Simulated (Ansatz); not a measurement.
# A series of single points on Zn

System: Zn (Fm-3m, 1 atom in the cell).
Method: DFT, revPBE, plane waves (420 eV) with PAW, scalar-relativistic, no spin polarisation (Ansatz 0.2.0).

The 5 runs differ only in the geometry, by an even scaling of the cell at fixed fractional positions.

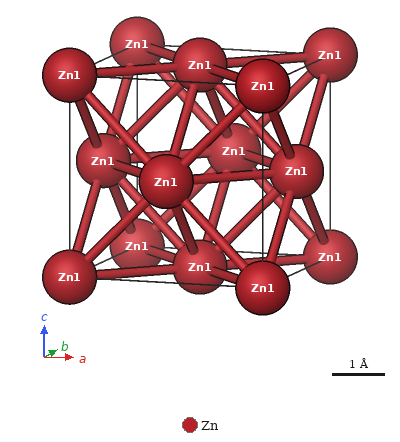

Figure 1. The structure of run 3 (ball-and-stick view of the cell 4 times as large as that of the calculation, set on its symmetry axes, seen slightly off an axis; atoms are numbered from 1 in the order of the input).

## Input of run 3
```yaml
crystal:
  lattice:
    - [0.0, 1.9869881513, 1.9869881513]
    - [1.9869881513, 0.0, 1.9869881513]
    - [1.9869881513, 1.9869881513, 0.0]
  atoms:
    - { symbol: Zn, position: [0.0, 0.0, 0.0] }
hamiltonian:
  xc: revpbe
  pseudopotentials:
    kind: paw
    azcp:
      Zn: "pseudopotentials/Zn.paw.azcp"
basis:
  ecutwfc: 420
  fft_grid_basis: typed
kpoints:
  mp_grid: { grid: [15, 15, 15], shift: [0, 0, 0] }
magnetization:
  spin_polarized: false
scf:
  occupations: { method: fermi_dirac, width: 0.1 }
  lower_state_search: "off"
output:
  stress: true
```

Lattice vectors (Å) and fractional positions of run 3:
```
   0.000000    1.986988    1.986988
   1.986988    0.000000    1.986988
   1.986988    1.986988    0.000000
Zn  0.000000  0.000000  0.000000
```

Run 2 differs from it as follows:
```diff
-    - [0.0, 1.9869881513, 1.9869881513]
-    - [1.9869881513, 0.0, 1.9869881513]
-    - [1.9869881513, 1.9869881513, 0.0]
+    - [0.0, 1.9601336681, 1.9601336681]
+    - [1.9601336681, 0.0, 1.9601336681]
+    - [1.9601336681, 1.9601336681, 0.0]
```

## Results, with one run withheld

| run | volume per atom (Å³) | free energy per atom, from the lowest run given (meV) | pressure (GPa) |
| --- | --- | --- | --- |
| 1 | 14.435 | 21.79 | 6.21 |
| 2 | 15.062 | ? | ? |
| 3 | 15.690 | 0.00 | −0.11 |
| 4 | 16.317 | 4.78 | −2.24 |
| 5 | 17.573 | 34.61 | −5.12 |

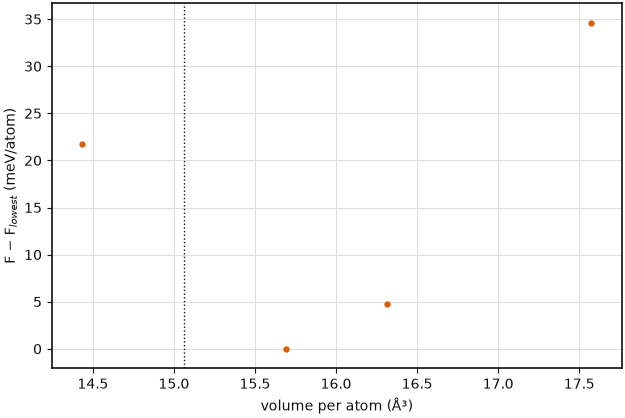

Figure 2. Free energy per atom of the runs given; the dotted line marks run 2.

Estimate the energy of run 2 from the others.

A quadratic polynomial in V^(−2/3) (the Birch–Murnaghan form), fitted to the 4 runs given, misses them by at most 0.26 meV per atom. With x = V^(−2/3) − 0.15791 Å⁻², it reads F = 0.91295 − 829.37 x + 2.5676e+05 x² (meV per atom). At run 2 it gives 5.30 meV per atom, and the run itself gives 4.74. The slope of the fit gives a pressure −dF/dV of 2.65 GPa there, and the run prints 2.65 GPa. The fit has its minimum at 15.695 Å³ per atom, where V d²F/dV² gives 59.3 GPa: the bulk modulus at this level, since symmetry fixes the shape and the positions. So low a polynomial doesn't follow these energies more closely.

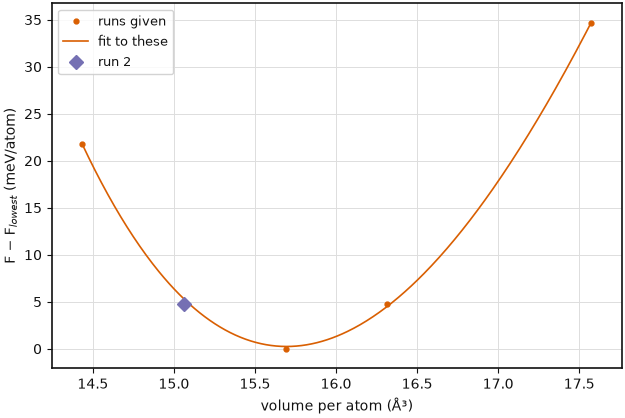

Figure 3. The fit and the withheld run.

## Output, shortened to warnings, some set-up lines, iterations and results (run 2)
```
Basis set: ecut = 420 eV, 283 PW (Γ)
Symmetry: 48 space group operations
k-points: 120 of 3375
Initial density: superposition of atomic densities (neutral atoms: chi_scale 0, normalization atom), corrected by the library's trained network
[...]
SCF iter   1: F=—  HF=-3322.864028 eV  |F-HF|=—  |Δ(HF+E_count)|=         —  Δρ=5.73e-3  dr2=2.46e-3  ethr=1.77e-3  ⟨swp⟩=4.9  Hψ=7636  notcnv=0
SCF iter   2: F=—  HF=-3322.863858 eV  |F-HF|=—  |Δ(HF+E_count)|=   1.71e-4  Δρ=4.21e-3  dr2=1.57e-3  ethr=2.05e-5  ⟨swp⟩=2.0  Hψ=3108  notcnv=0
SCF iter   3: F=—  HF=-3322.863057 eV  |F-HF|=—  |Δ(HF+E_count)|=   8.01e-4  Δρ=5.65e-4  dr2=3.67e-5  ethr=1.31e-5  ⟨swp⟩=2.0  Hψ=1800  notcnv=0
SCF iter   4: F=—  HF=-3322.863073 eV  |F-HF|=—  |Δ(HF+E_count)|=   1.62e-5  Δρ=5.31e-4  dr2=2.21e-5  ethr=3.06e-7  ⟨swp⟩=2.0  Hψ=1920  notcnv=0
SCF iter   5: F=—  HF=-3322.863068 eV  |F-HF|=—  |Δ(HF+E_count)|=   4.92e-6  Δρ=3.14e-4  dr2=8.06e-6  ethr=1.84e-7  ⟨swp⟩=1.1  Hψ=1236  notcnv=0
SCF iter   6: F=—  HF=-3322.863065 eV  |F-HF|=—  |Δ(HF+E_count)|=   2.73e-6  Δρ=7.70e-5  dr2=4.94e-7  ethr=6.72e-8  ⟨swp⟩=2.6  Hψ=1919  notcnv=0
SCF iter   7: F=-3322.863065 eV  HF=-3322.863065 eV  |F-HF|=2.64e-9  |Δ(HF+E_count)|=   1.70e-7  Δρ=5.55e-6  dr2=2.52e-9  ethr=8.33e-10  ⟨swp⟩=4.3  Hψ=3920  notcnv=0
SCF 1 converged in 7 iterations: F = -3322.863065 eV  dr2 = 2.52e-9
SCF converged after 7 iterations
Free energy (F): -3322.863065 eV
Harris-Foulkes:  -3322.863065 eV  (|F-HF|=2.64e-9)
Internal energy: -3322.852939 eV  (E = F + TS)
E sigma→0 (E₀):  -3322.858002 eV
Entropy (-TS):   -0.010126 eV (-10.126 meV/atom)
Fermi energy:    11.231557 eV
--- Per-component energies (eV) ---
  E_band       = 52.085089
  E_kinetic    = 130.835393
  E_local      = -1524.767857  (includes V_loc(G=0)·N_el)
  E_nonlocal   = 610.619388
  E_hartree    = 639.582710
  E_xc         = -137.924745
  E_vxc        = -52.215709  (∫ρ·V_xc dr)
  E_paw        = -1828.603876  (= ΣΔE_a)
  E_vpaw       = -391.548608  (= ΣTr[D̂ρ^β])
  E_aug_tail   = -0.000361  (compensation charges beyond the density's cutoff)
  E_ewald      = -1212.536687
  E_core_change = -0.056904  (= ΣΔE_core)
  E_smearing   = -0.010126  (= −TS)
  E_closure    = 0.000000  (closes the sum)
  Σ components = -3322.863065   (vs F -3322.863065, Δ=0.00e0)
--- Stress (GPa, compression-positive) ---
        2.649357       0.000000      -0.000000
        0.000000       2.649357       0.000000
       -0.000000      -0.000000       2.649357
  P = ⅓ Tr σ = 2.6494 GPa (26.494 kbar)
```
